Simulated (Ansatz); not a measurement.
## Electronic structure of Ga3O2 in real space

```yaml
crystal:
  lattice:
    - [-5.98204, 0.00000, 0.00000]
    - [0.00000, 6.35992, 0.00000]
    - [0.00000, 0.00000, -8.49535]
  atoms:
    - { symbol: Ga, position: [0.00000, 0.00000, 0.86086] }
    - { symbol: Ga, position: [0.50000, 0.50000, 0.86086] }
    - { symbol: Ga, position: [0.50000, 0.00000, 0.36086] }
    - { symbol: Ga, position: [0.00000, 0.50000, 0.36086] }
    - { symbol: Ga, position: [0.25000, 0.25000, 0.66861] }
    - { symbol: Ga, position: [0.75000, 0.75000, 0.66861] }
    - { symbol: Ga, position: [0.75000, 0.25000, 0.16861] }
    - { symbol: Ga, position: [0.25000, 0.75000, 0.16861] }
    - { symbol: Ga, position: [0.75000, 0.25000, 0.66861] }
    - { symbol: Ga, position: [0.25000, 0.75000, 0.66861] }
    - { symbol: Ga, position: [0.25000, 0.25000, 0.16861] }
    - { symbol: Ga, position: [0.75000, 0.75000, 0.16861] }
    - { symbol: O, position: [0.00000, 0.28418, 0.52567] }
    - { symbol: O, position: [0.50000, 0.78418, 0.52567] }
    - { symbol: O, position: [0.50000, 0.28418, 0.02567] }
    - { symbol: O, position: [0.00000, 0.78418, 0.02567] }
    - { symbol: O, position: [0.50000, 0.21582, 0.52567] }
    - { symbol: O, position: [0.00000, 0.71582, 0.52567] }
    - { symbol: O, position: [0.00000, 0.21582, 0.02567] }
    - { symbol: O, position: [0.50000, 0.71582, 0.02567] }
```

Space group Fmm2; a structure generated by program, which may or may not match a known phase; computed without spin polarisation.

Theory: Ansatz, DFT PBE, scalar-relativistic, plane waves, PAW.

Core electrons are frozen (PAW), and the valence fields are smoothed inside the atomic spheres.

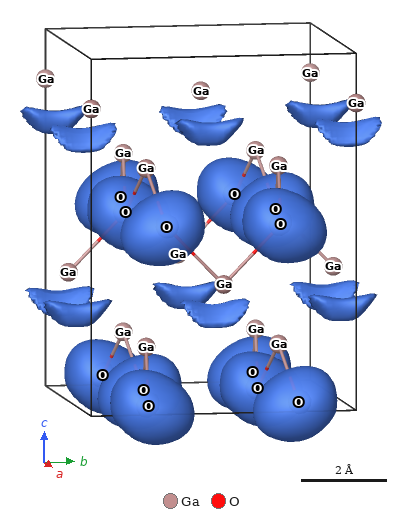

Figure 1. Isosurface of the electron localisation function at 0.6 (blue), seen slightly off an axis. Core shells and regions of very low density are left out. Sticks mark near contacts.

> What do the ELF domains correspond to?

The ELF exceeds this value in eight lobes on Ga, pointing away from the bonds (lone pairs) and eight regions wrapped around O (the valence shell of each), counted in one cell of 20 atoms. Regions shared between cells count once. Along the contacts the grid gives the following. Ga–O (1.94 Å): the ELF peaks at about 0.80 in the valence shell of O, 0.6 Å from its nucleus, and is about 0.35 at the midpoint.

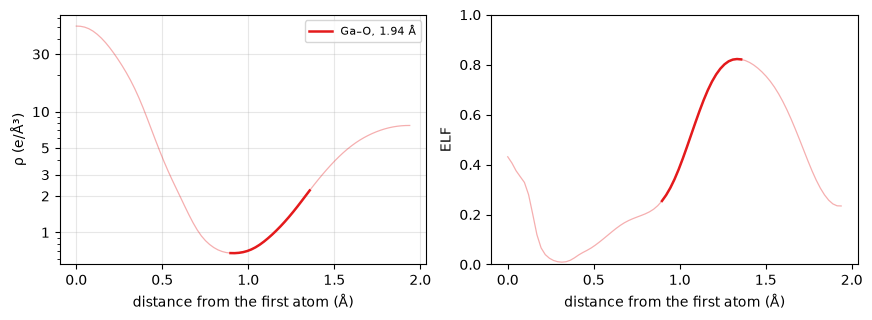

Figure 2. Valence electron density and ELF along straight lines between neighbouring atoms. Thin, pale parts lie inside the atomic spheres.

> What can be read from the curves?

Ga–O (1.94 Å): the density is about 0.69 e/Å³ at the midpoint; the ELF peaks at about 0.80 in the valence shell of O, 0.6 Å from its nucleus, and is about 0.35 at the midpoint.

> Does the calculation make it a metal, or give it a gap?

It is metallic or semimetallic at this level of theory: no gap opens.
